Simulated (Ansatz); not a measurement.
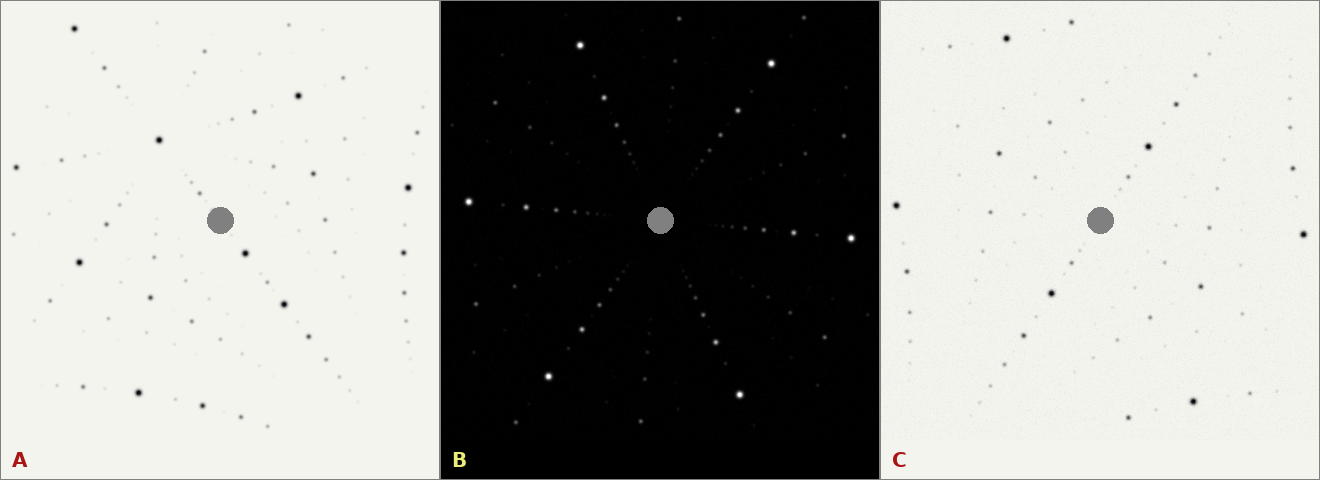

Simulated back-reflection Laue patterns (white X-rays, 0.45 to 2.2 Å, flat plate covering ±45° about the beam, kinematic intensities, seen from the source). Crystal: Cu, space group P6/mmm (No. 191), a = 2.489 Å, c = 2.425 Å (hexagonal axes). Structure: the end point of a relaxation with DFT PBE, scalar-relativistic, plane waves, PAW in Ansatz; the starting structure was generated, so it need not be a known form of this composition.

```cif
data_structure
_symmetry_space_group_name_H-M 'P6/mmm'
_symmetry_Int_Tables_number 191
_cell_length_a 2.4889
_cell_length_b 2.4889
_cell_length_c 2.4253
_cell_angle_alpha 90.000
_cell_angle_beta 90.000
_cell_angle_gamma 120.000
_cell_volume 13.01
loop_
_atom_site_label
_atom_site_type_symbol
_atom_site_symmetry_multiplicity
_atom_site_Wyckoff_symbol
_atom_site_fract_x
_atom_site_fract_y
_atom_site_fract_z
_atom_site_occupancy
Cu1 Cu 1 a 0.00000 0.00000 0.00000 1
```

The directions [001], [100], [211] point towards the source, in some order. Which is which?

A: [211], symmetry m (one mirror line). B: [001], symmetry 6mm (a sixfold axis with mirror lines). C: [100], symmetry 2mm (a twofold axis with two mirror lines). The Laue class is 6/mmm.
